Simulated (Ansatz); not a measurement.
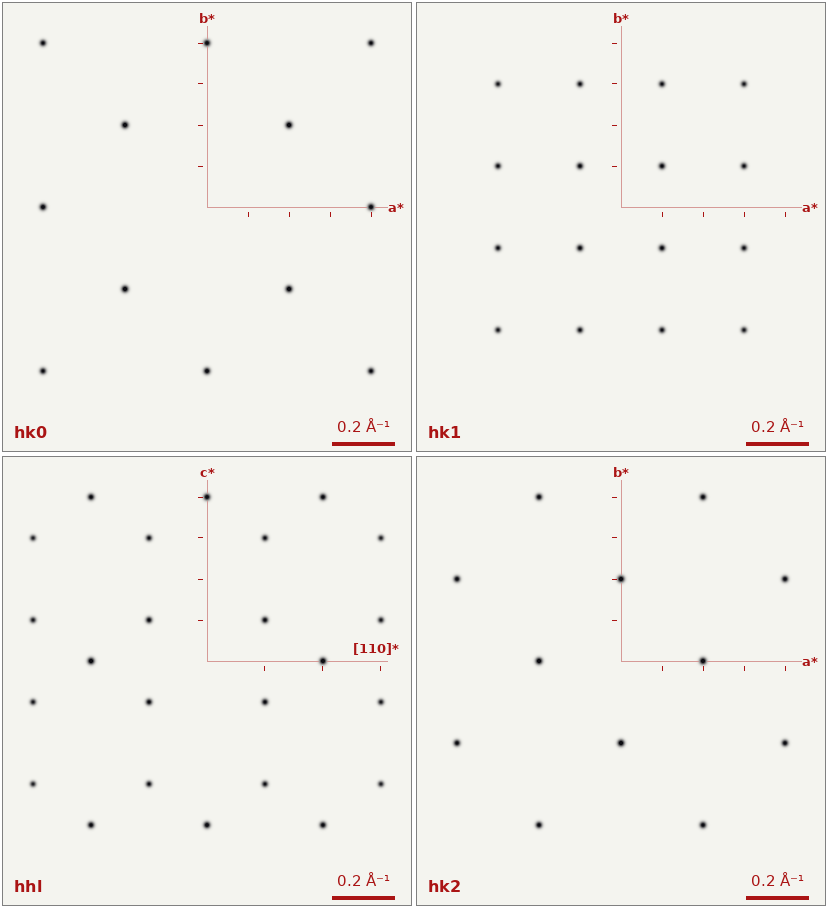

Four undistorted layers of reciprocal space, calculated for a single crystal (X-rays, kinematic |F|², B = 0.5 Å²). Tick marks count the reciprocal lattice steps of the conventional cell along each axis.

Read the reciprocal cell and give the direct cell.

Answer. a* = 0.134, b* = 0.134, c* = 0.134 Å⁻¹; the cell is cubic with a = 7.44 Å.

List the systematic absences.

Answer. Reflections are present only under these conditions. hkl: h + k = 2n, h + l = 2n; hk0: h = 2n, h + k = 4n; hhl: h + l = 2n; h00: h = 4n. The lattice is face-centred (F). Further gaps, such as 2 2 2, 4 4 2, come from atoms on special positions, not from the group's general conditions.

Which space groups fit?

Answer. The intensities have Laue symmetry m-3m (the hk0 layer shows 4mm, hk1 shows 4mm). With these conditions only Fd-3m (No. 227) fits. The compound is Bi. Structure: the input geometry of an electronic-structure calculation (not necessarily at equilibrium); the starting structure was generated, so it need not be a known form of this composition.
